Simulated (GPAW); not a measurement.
# Core-hole calculation of the C K edge in SiC (Moissanite 3C, F-43m), part 3 of 4

How does the C K edge of SiC (Moissanite 3C, F-43m) move when the bonds are compressed or stretched?

GPAW 26.7.0; X-ray absorption from dipole matrix elements to empty bands, plane-wave PAW PBE.

So far. Step 4 (Spectrum with FCH, C atom 2): The hole costs E(hole) − E(ground) = 279.51 eV, and the lowest empty level of the hole cell on the spectrum's mesh lies at 9.41 eV, which puts the zero at 288.92 eV. One term is added: -6.71 eV, since the hole is spin-paired here and a spin-polarised one costs that much less in the free atom (computed apart). The photon energy is then 282.21 eV. The functional and the charged cell's background leave an error of a few eV in such absolute values.

### 8. Spectrum with FCH, C atom 2

Shorter bonds are expected to push antibonding states and scattering resonances up, and longer ones down; the cell is scaled to test that.

Changed against the first core-hole run: volume scale from 1 to 0.97.

xas.py reads:

```python
import numpy as np
from ase import Atoms
from ase.parallel import parprint, paropen
from gpaw import GPAW, PW, FermiDirac, Mixer, MixerDif, setup_paths
from gpaw.test import gen
setup_paths.insert(0, '.')
gen('C', name='fch1s', xcname='PBE', corehole=(1, 0, 1), write_xml=True)
from gpaw.mpi import world
world.barrier()

atoms = Atoms('Si8C8',
    cell=[[0, 4.31397679, 4.31397679],
     [4.31397679, 0, 4.31397679],
     [4.31397679, 4.31397679, 0]],
    scaled_positions=[[0, 0, 0],
     [0, 0, 0.5],
     [0, 0.5, 0],
     [0.5, 0, 0],
     [0, 0.5, 0.5],
     [0.5, 0, 0.5],
     [0.5, 0.5, 0],
     [0.5, 0.5, 0.5],
     [0.375, 0.375, 0.375],
     [0.375, 0.375, 0.875],
     [0.375, 0.875, 0.375],
     [0.875, 0.375, 0.375],
     [0.375, 0.875, 0.875],
     [0.875, 0.375, 0.875],
     [0.875, 0.875, 0.375],
     [0.875, 0.875, 0.875]],
    pbc=True)
atoms.calc = calc = GPAW(legacy_gpaw=True, mode=PW(430, force_complex_dtype=True), xc='PBE', setups={8: 'fch1s'},
    kpts={'size': (4, 4, 4), 'gamma': True}, occupations=FermiDirac(0.02),
    charge=0, mixer=Mixer(0.1, 5, 50), maxiter=150,
    convergence={'density': 0.0001, 'eigenstates': 1e-6}, txt='scf.txt')
energy = atoms.get_potential_energy() + calc.get_reference_energy()
ef = calc.get_fermi_level()
out = dict(energy=energy, fermi=ef, forces=atoms.get_forces().tolist())
parprint(f'all-electron energy {energy:.4f} eV, Fermi level {ef:.4f} eV')
ev = np.array([[calc.get_eigenvalues(k, s) for k in range(len(calc.get_ibz_k_points()))] for s in range(calc.get_number_of_spins())])
out['homo'], out['lumo'], out['counts'] = ev[ev < ef].max(), ev[ev > ef].min(), sorted(set((ev < ef).sum((0, 2)).tolist()))
out['filled'] = (ev[:, 0] < ef).sum(1).tolist()

from ase.units import Ha
from gpaw.xas import dipole_matrix_elements
nb = int(calc.get_number_of_electrons() / 2) + 98
top, nb = nb, nb + 8 + nb // 12
nscf = calc.fixed_density(kpts={'size': (5, 5, 5), 'gamma': True}, nbands=nb,
    convergence={'bands': top, 'eigenstates': 5e-3}, maxiter=60, txt='nscf.txt')
cell = atoms.cell.array
ops = [cell.T @ U.T @ np.linalg.inv(cell.T) for U in nscf.wfs.kd.symmetry.op_scc]
filled = [32]  # bands filled in the ground state, by spin
E = np.arange(-6, 34, 0.1)
fwhm = np.interp(E, [4, 25], [0.9, 3.5])
Y, X, zero, highest = 0, 0, 1e9, 1e9
for spin in range(nscf.get_number_of_spins()):
    wfs = nscf.wfs
    mine = wfs.bd.get_slice()  # this rank's bands
    A = dipole_matrix_elements(wfs.setups[8])
    eps = np.zeros((wfs.kd.nibzkpts, nb))
    d = np.zeros((3, A.shape[1], wfs.kd.nibzkpts, nb), complex)
    for kpt in wfs.kpt_u:
        if kpt.s == spin and 8 in kpt.P_ani:
            eps[kpt.k, mine] = kpt.eps_n * Ha
            d[:, :, kpt.k, mine] = (kpt.weight * wfs.nspins / 2) ** 0.5 * np.inner(A, kpt.P_ani[8])
    world.sum(eps)
    world.sum(d)
    T = np.einsum('amkn,bmkn->abkn', d, d.conj()).real
    T = sum(np.einsum('ai,ijkn,bj->abkn', R, T, R) for R in ops) / len(ops)
    empty = np.ones_like(eps, bool) & (np.arange(nb) >= filled[spin])
    zero, highest = min(zero, eps[empty].min()), min(highest, eps[:, top - 1].min())
    lines = [(eps, T, empty)] if spin == 0 else lines + [(eps, T, empty)]
for eps, T, empty in lines:
    f = np.einsum('aakn->akn', T).reshape(3, -1)
    x = eps.ravel() - zero
    w = np.interp(x, E, fwhm) / 2.35482
    g = np.exp(-0.5 * ((E[:, None] - x) / w) ** 2) / (w * (2 * np.pi) ** 0.5)
    Y = Y + (f * empty.ravel()) @ g.T
    X = X + (f * ~empty.ravel()) @ g.T
out.update(E=E.round(2).tolist(), xas=Y.tolist(), xes=X.tolist(), zero=zero, valid=highest - zero, nk=len(eps), nb=nb)
for i in range(0, len(E), 10):
    parprint(f'{E[i]:7.2f}', *(f'{v:10.3e}' for v in Y[:, i]))
import json
with paropen('out.json', 'w') as f:
    json.dump(out, f)
```

Run with:

```bash
> OMP_NUM_THREADS=1 mpirun -n 4 gpaw python xas.py
```

Numbers of over 12 decimals in the logs are rounded to 6 here.

Output:

```text
Input parameters:
  convergence: {density: 0.0001,
                eigenstates: 1e-06}
  kpts: {gamma: True,
         size: (4, 4, 4)}
  maxiter: 150
  mixer: {backend: pulay,
          beta: 0.1,
          method: separate,
          nmaxold: 5,
          weight: 50}
  mode: {ecut: 430.0,
         force_complex_dtype: True,
         name: pw}
  occupations: {fixmagmom: False,
                name: fermi-dirac,
[...]
*p    :     0.215906
*d    :     0.000000
--------------------------------

Diagonalizing with gridspacing h=0.050

state   all-electron     PAW
-------------------------------
2s:      -1.099219    -1.100079
2p:      -0.784094    -0.785584
*d:                   -0.070724
*f:                   -0.014625
-------------------------------
all-electron energy -71151.9080 eV, Fermi level 9.2045 eV
[...]
32.00  1.697e-04  1.697e-04  1.697e-04
  33.00  1.412e-04  1.412e-04  1.412e-04
[key lines of the parts left out:]
Converged after 16 iterations.
Dipole moment: (10.377021, 10.377021, 10.377021) |e|*Ang
Free energy:   -144.500915
Fermi level: 9.20446
```

It took 59 s on 4 MPI ranks of Arm Neoverse V2, shared host; peak memory 0.32 GiB.

| E (eV) | first run | this run |
| --- | --- | --- |
| -2.0 | 0.00 | 0.00 |
| -1.0 | 0.00 | 0.00 |
| 0.0 | 0.01 | 0.01 |
| 1.0 | 0.10 | 0.09 |
| 2.0 | 0.48 | 0.42 |
| 3.0 | 1.24 | 1.18 |
| 4.0 | 1.13 | 1.09 |
| 5.0 | 1.11 | 0.94 |
| 6.0 | 1.99 | 1.82 |
| 7.0 | 1.83 | 1.88 |
| 8.0 | 2.15 | 2.10 |
| 9.0 | 1.95 | 2.21 |
| 10.0 | 1.19 | 1.41 |
| 11.0 | 1.23 | 1.17 |
| 12.0 | 1.14 | 1.32 |
| 13.0 | 0.49 | 0.74 |
| 14.0 | 0.26 | 0.31 |
| 15.0 | 0.33 | 0.31 |
| 16.0 | 0.38 | 0.37 |
| 17.0 | 0.49 | 0.41 |
| 18.0 | 0.79 | 0.61 |
| 19.0 | 1.10 | 0.98 |
| 20.0 | 1.08 | 1.17 |
| 21.0 | 0.86 | 1.02 |
| 22.0 | 0.75 | 0.82 |
| 23.0 | 0.72 | 0.74 |
| 24.0 | 0.66 | 0.71 |
| 25.0 | 0.58 | 0.64 |
| 26.0 | 0.54 | 0.57 |
| 27.0 | 0.56 | 0.56 |

The scaled spectrum changes by 12 % r.m.s. The highest intensity below 16 eV goes from 8.4 eV (2.23) to 8.7 eV (2.29).

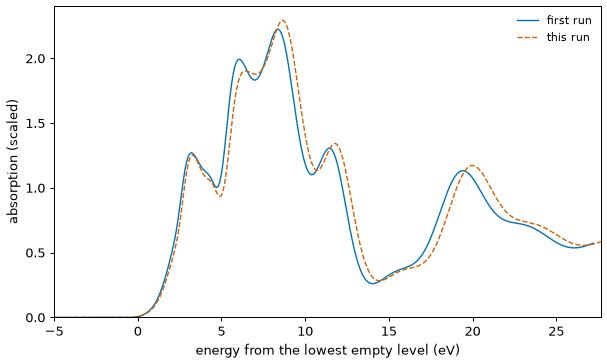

The effect of the change (volume scale from 1 to 0.97).

The photon energy of the zero moves by -0.13 eV.

### 9. Supercell without a hole, the energy reference

The cell changes for the next run, so it gets a reference energy of its own.

The cell differs from the one that the last finished run ended in (a 6.101 → 6.224 Å, b 6.101 → 6.224 Å, c 6.101 → 6.224 Å).

scf.py reads:

```python
import numpy as np
from ase import Atoms
from ase.parallel import parprint, paropen
from gpaw import GPAW, PW, FermiDirac, Mixer, MixerDif, setup_paths
from gpaw.test import gen
setup_paths.insert(0, '.')
gen('C', name='nch1s', xcname='PBE', corehole=(1, 0, 0), write_xml=True)
from gpaw.mpi import world
world.barrier()

atoms = Atoms('Si8C8',
    cell=[[0, 4.40115132, 4.40115132],
     [4.40115132, 0, 4.40115132],
     [4.40115132, 4.40115132, 0]],
    scaled_positions=[[0, 0, 0],
     [0, 0, 0.5],
     [0, 0.5, 0],
     [0.5, 0, 0],
     [0, 0.5, 0.5],
     [0.5, 0, 0.5],
     [0.5, 0.5, 0],
     [0.5, 0.5, 0.5],
     [0.375, 0.375, 0.375],
     [0.375, 0.375, 0.875],
     [0.375, 0.875, 0.375],
     [0.875, 0.375, 0.375],
     [0.375, 0.875, 0.875],
     [0.875, 0.375, 0.875],
     [0.875, 0.875, 0.375],
     [0.875, 0.875, 0.875]],
    pbc=True)
atoms.calc = calc = GPAW(legacy_gpaw=True, mode=PW(430, force_complex_dtype=True), xc='PBE', setups={8: 'nch1s'},
    kpts={'size': (4, 4, 4), 'gamma': True}, occupations=FermiDirac(0.02),
    charge=0, mixer=Mixer(0.1, 5, 50), maxiter=150,
    convergence={'density': 0.0001, 'eigenstates': 1e-6}, txt='scf.txt')
energy = atoms.get_potential_energy() + calc.get_reference_energy()
ef = calc.get_fermi_level()
out = dict(energy=energy, fermi=ef, forces=atoms.get_forces().tolist())
parprint(f'all-electron energy {energy:.4f} eV, Fermi level {ef:.4f} eV')
ev = np.array([[calc.get_eigenvalues(k, s) for k in range(len(calc.get_ibz_k_points()))] for s in range(calc.get_number_of_spins())])
out['homo'], out['lumo'], out['counts'] = ev[ev < ef].max(), ev[ev > ef].min(), sorted(set((ev < ef).sum((0, 2)).tolist()))
out['filled'] = (ev[:, 0] < ef).sum(1).tolist()
import json
with paropen('out.json', 'w') as f:
    json.dump(out, f)
```

Run with:

```bash
> OMP_NUM_THREADS=1 mpirun -n 4 gpaw python scf.py
```

Output:

```text
Input parameters:
  convergence: {density: 0.0001,
                eigenstates: 1e-06}
  kpts: {gamma: True,
         size: (4, 4, 4)}
  maxiter: 150
  mixer: {backend: pulay,
          beta: 0.1,
          method: separate,
          nmaxold: 5,
          weight: 50}
  mode: {ecut: 430.0,
         force_complex_dtype: True,
         name: pw}
  occupations: {fixmagmom: False,
                name: fermi-dirac,
[...]
--------------------------------
2s(2) :    -0.505334     1.046026
*s    :     0.494666
2p(2) :    -0.194204     0.955972
*p    :     0.805796
*d    :     0.000000
--------------------------------

Diagonalizing with gridspacing h=0.050

state   all-electron     PAW
-------------------------------
2s:      -0.505334    -0.505970
2p:      -0.194204    -0.194948
*d:                    0.044948
*f:                    0.074429
-------------------------------
all-electron energy -71431.2657 eV, Fermi level 8.5921 eV
[key lines of the parts left out:]
Converged after 16 iterations.
Dipole moment: (10.466574, 10.466574, 10.466574) |e|*Ang
Free energy:   -119.486669
Fermi level: 8.59209
```

Run time: 20 s. Hardware: 4 MPI ranks; peak memory 0.25 GiB.

Reference energy: -71431.266 eV with the cores included.

### 10. Spectrum with FCH, C atom 2

Shorter bonds are expected to push antibonding states and scattering resonances up, and longer ones down; the cell is scaled to test that.

Changed against the first core-hole run: volume scale from 1 to 1.03.

xas.py, as its differences from that of step 8:

```diff
@@ -11,5 +11,5 @@
 atoms = Atoms('Si8C8',
-    cell=[[0, 4.31397679, 4.31397679],
-     [4.31397679, 0, 4.31397679],
-     [4.31397679, 4.31397679, 0]],
+    cell=[[0, 4.40115132, 4.40115132],
+     [4.40115132, 0, 4.40115132],
+     [4.40115132, 4.40115132, 0]],
     scaled_positions=[[0, 0, 0],
@@ -45,3 +45,3 @@
 from gpaw.xas import dipole_matrix_elements
-nb = int(calc.get_number_of_electrons() / 2) + 98
+nb = int(calc.get_number_of_electrons() / 2) + 104
 top, nb = nb, nb + 8 + nb // 12
```

Run with:

```bash
> OMP_NUM_THREADS=1 mpirun -n 4 gpaw python xas.py
```

Output:

```text
Input parameters:
  convergence: {density: 0.0001,
                eigenstates: 1e-06}
  kpts: {gamma: True,
         size: (4, 4, 4)}
  maxiter: 150
  mixer: {backend: pulay,
          beta: 0.1,
          method: separate,
          nmaxold: 5,
          weight: 50}
  mode: {ecut: 430.0,
         force_complex_dtype: True,
         name: pw}
  occupations: {fixmagmom: False,
                name: fermi-dirac,
[...]
*p    :     0.215906
*d    :     0.000000
--------------------------------

Diagonalizing with gridspacing h=0.050

state   all-electron     PAW
-------------------------------
2s:      -1.099219    -1.100079
2p:      -0.784094    -0.785584
*d:                   -0.070724
*f:                   -0.014625
-------------------------------
all-electron energy -71151.3147 eV, Fermi level 8.5286 eV
[...]
32.00  1.441e-04  1.441e-04  1.441e-04
  33.00  1.192e-04  1.192e-04  1.192e-04
[key lines of the parts left out:]
Converged after 19 iterations.
Dipole moment: (10.175212, 10.175212, 10.175212) |e|*Ang
Free energy:   -143.907643
Fermi level: 8.52856
```

It took 61 s on 4 MPI ranks; peak memory 0.34 GiB.

| E (eV) | first run | this run |
| --- | --- | --- |
| -2.0 | 0.00 | 0.00 |
| -1.0 | 0.00 | 0.00 |
| 0.0 | 0.01 | 0.01 |
| 1.0 | 0.10 | 0.12 |
| 2.0 | 0.48 | 0.56 |
| 3.0 | 1.24 | 1.29 |
| 4.0 | 1.13 | 1.17 |
| 5.0 | 1.11 | 1.40 |
| 6.0 | 1.99 | 2.06 |
| 7.0 | 1.83 | 1.79 |
| 8.0 | 2.15 | 2.16 |
| 9.0 | 1.95 | 1.66 |
| 10.0 | 1.19 | 1.08 |
| 11.0 | 1.23 | 1.27 |
| 12.0 | 1.14 | 0.90 |
| 13.0 | 0.49 | 0.33 |
| 14.0 | 0.26 | 0.26 |
| 15.0 | 0.33 | 0.35 |
| 16.0 | 0.38 | 0.42 |
| 17.0 | 0.49 | 0.61 |
| 18.0 | 0.79 | 0.95 |
| 19.0 | 1.10 | 1.09 |
| 20.0 | 1.08 | 0.93 |
| 21.0 | 0.86 | 0.77 |
| 22.0 | 0.75 | 0.72 |
| 23.0 | 0.72 | 0.69 |
| 24.0 | 0.66 | 0.61 |
| 25.0 | 0.58 | 0.53 |
| 26.0 | 0.54 | 0.53 |

Against the first run the r.m.s. difference is 11 %. The highest intensity below 16 eV goes from 8.4 eV (2.23) to 8.1 eV (2.17).

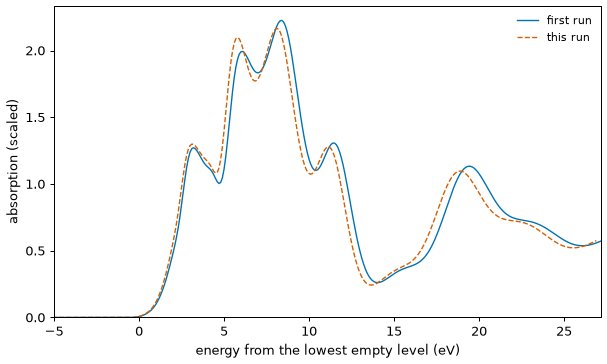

The effect of the change (volume scale from 1 to 1.03).

The photon energy of the zero moves by +0.12 eV.

### 11. Supercell without a hole, the energy reference

The cell changes for the next run, so it gets a reference energy of its own.

The cell differs from the one that the last finished run ended in (a 6.224 → 6.284 Å, b 6.224 → 6.284 Å, c 6.224 → 6.284 Å).

scf.py, as its differences from that of step 9:

```diff
@@ -11,5 +11,5 @@
 atoms = Atoms('Si8C8',
-    cell=[[0, 4.40115132, 4.40115132],
-     [4.40115132, 0, 4.40115132],
-     [4.40115132, 4.40115132, 0]],
+    cell=[[0, 4.44347268, 4.44347268],
+     [4.44347268, 0, 4.44347268],
+     [4.44347268, 4.44347268, 0]],
     scaled_positions=[[0, 0, 0],
```

Run with:

```bash
> OMP_NUM_THREADS=1 mpirun -n 4 gpaw python scf.py
```

Output:

```text
Input parameters:
  convergence: {density: 0.0001,
                eigenstates: 1e-06}
  kpts: {gamma: True,
         size: (4, 4, 4)}
  maxiter: 150
  mixer: {backend: pulay,
          beta: 0.1,
          method: separate,
          nmaxold: 5,
          weight: 50}
  mode: {ecut: 430.0,
         force_complex_dtype: True,
         name: pw}
  occupations: {fixmagmom: False,
                name: fermi-dirac,
[...]
--------------------------------
2s(2) :    -0.505334     1.046026
*s    :     0.494666
2p(2) :    -0.194204     0.955972
*p    :     0.805796
*d    :     0.000000
--------------------------------

Diagonalizing with gridspacing h=0.050

state   all-electron     PAW
-------------------------------
2s:      -0.505334    -0.505970
2p:      -0.194204    -0.194948
*d:                    0.044948
*f:                    0.074429
-------------------------------
all-electron energy -71431.1347 eV, Fermi level 8.2674 eV
[key lines of the parts left out:]
Converged after 13 iterations.
Dipole moment: (10.368647, 10.368647, 10.368647) |e|*Ang
Free energy:   -119.355665
Fermi level: 8.26743
```

Run time: 16 s. Hardware: 4 MPI ranks; peak memory 0.26 GiB; 63 s of CPU time.

Reference energy: -71431.135 eV with the cores included.

[end of part 3 of 4]

[Banner, clock and machine lines of the logs are left out without a mark of their own.]

[Logs are printed without paths, hosts, clocks, repeated set-up lines and the standing remarks that a program may print on its own settings, such as how far it seeks lower states.]

[Hosts, paths, dates, database ids (printed as entryN), source tags and the programs' standing remarks are cut or masked in the printed files.]

[Lists of maxima count a maximum above −3 eV only where it reaches 4 % of the highest in the window and stands out from its surroundings by 2 % of it (1.5 % where it reaches 55 %); shoulders and weaker maxima are passed over, and of the rest the first, up to two pre-edge ones and the few strongest are named.]
